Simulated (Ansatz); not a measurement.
Take the following structure.

```
CELL_PARAMETERS angstrom
3.60586 0.00000 0.00000
-1.80293 3.12277 0.00000
0.00000 0.00000 5.77039
ATOMIC_POSITIONS crystal
Hf 0.00000 0.00000 0.00000
S 0.66667 0.33333 0.74761
S 0.33333 0.66667 0.25239
```

Interpret the file: composition, symmetry and coordination.

The material is HfS2. Space group: P-3m1 (No. 164). Lattice: primitive hexagonal. It adopts the structure known as cadmium iodide (CdI₂, 1T) type. The cell comprises 1 formula unit: 1 Hf, 2 S. The coordination shell of Hf holds six S in an octahedral arrangement at 2.54 Å. Each S is bonded to three Hf in a trigonal pyramidal arrangement at 2.54 Å. Not all metal-metal contacts are counted. The bonds build HfS2 layers parallel to (001).

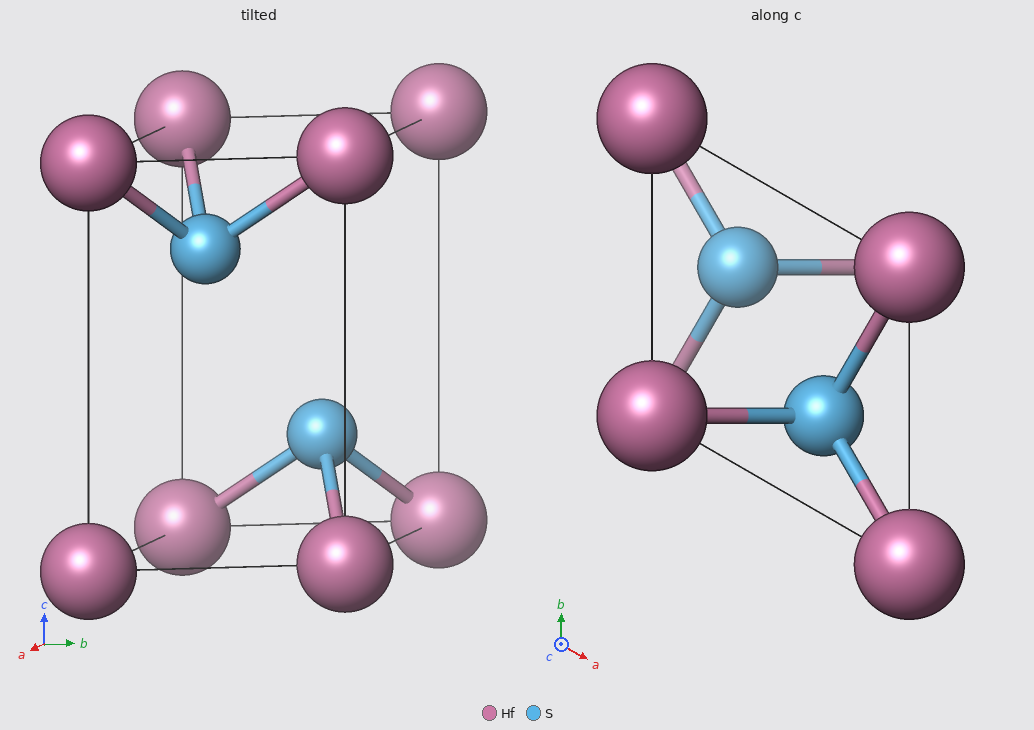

This ball-and-stick model is shown slightly off an axis and along the c axis. The parallelepiped is the conventional unit cell. Colours: hafnium pink, sulfur blue.

It goes back to a structure listed in the Materials Project. Earlier steps of the study may have refined or changed the cell and positions. It went into a calculation with Ansatz.
